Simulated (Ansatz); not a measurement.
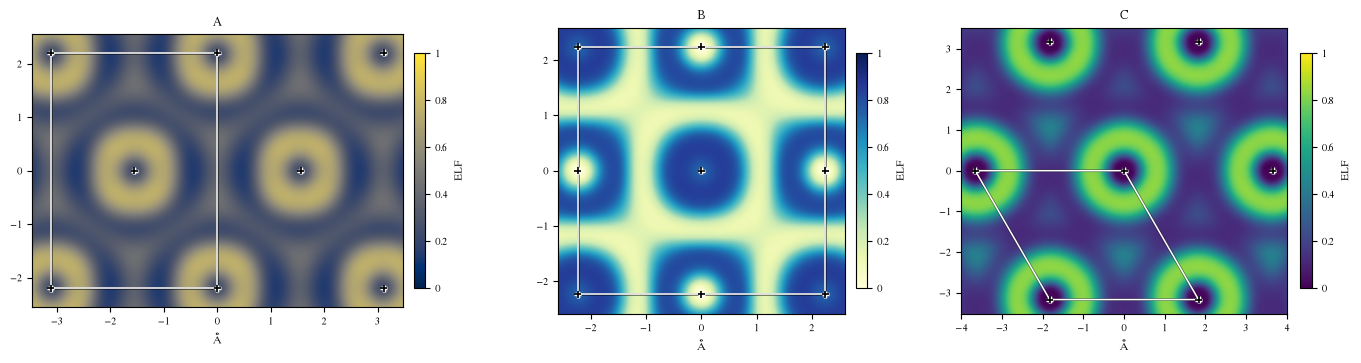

The ELF of 3 systems, each on a plane through atoms (crosses mark nuclei in the plane).

Computed with Ansatz 0.2.0, DFT, PBEsol, PAW with Ansatz's default frozen-core files, scalar-relativistic; relaxation of cell and atoms.

System 1: Mo, the (011) plane of the conventional cell. Space group Im-3m; computed pressure about 4 GPa in this cell; computed without spin polarisation.

```xyz
2
Lattice="3.1154 0.0000 0.0000 0.0000 3.1154 0.0000 0.0000 0.0000 3.1154" Properties=species:S:1:pos:R:3 pbc="T T T"
Mo    0.0000    0.0000    0.0000
Mo    1.5577    1.5577    1.5577
```

System 2: HfN, the (010) plane of the conventional cell. Space group Fm-3m; computed pressure about 5 GPa in this cell; computed without spin polarisation.

```
CELL_PARAMETERS angstrom
4.47649 0.00000 0.00000
0.00000 4.47649 0.00000
0.00000 0.00000 4.47649
ATOMIC_POSITIONS crystal
Hf 0.00000 0.00000 0.00000
Hf 0.50000 0.50000 0.00000
Hf 0.50000 0.00000 0.50000
Hf 0.00000 0.50000 0.50000
N 0.50000 0.00000 0.00000
N 0.00000 0.50000 0.00000
N 0.00000 0.00000 0.50000
N 0.50000 0.50000 0.50000
```

System 3: La, the (001) plane of the conventional cell. Space group P6₃/mmc.

```cif
data_structure
_symmetry_space_group_name_H-M 'P 1'
_symmetry_Int_Tables_number 1
_cell_length_a 3.6597
_cell_length_b 3.6597
_cell_length_c 5.9550
_cell_angle_alpha 90.000
_cell_angle_beta 90.000
_cell_angle_gamma 120.000
_cell_volume 69.07
loop_
_atom_site_label
_atom_site_type_symbol
_atom_site_fract_x
_atom_site_fract_y
_atom_site_fract_z
_atom_site_occupancy
La1 La 0.33333 0.66667 0.25000 1
La2 La 0.66667 0.33333 0.75000 1
```

> Match each panel to its system.

Panel A is system 1, Mo: the plane holds Mo. Mo–Mo (2.70 Å): the ELF is about 0.30 at the midpoint; no shared electron pair shows on this line. Panel B is system 2, HfN: the plane holds Hf and N. Hf–N (2.24 Å): the ELF peaks at about 0.80 in the valence shell of N, 0.6 Å from its nucleus, and drops to about 0.15 between the two atoms; no shared electron pair shows on this line. Panel C is system 3, La: the plane holds La. La–La (3.66 Å): the ELF is about 0.10 at the midpoint (no localised pair shows between them).
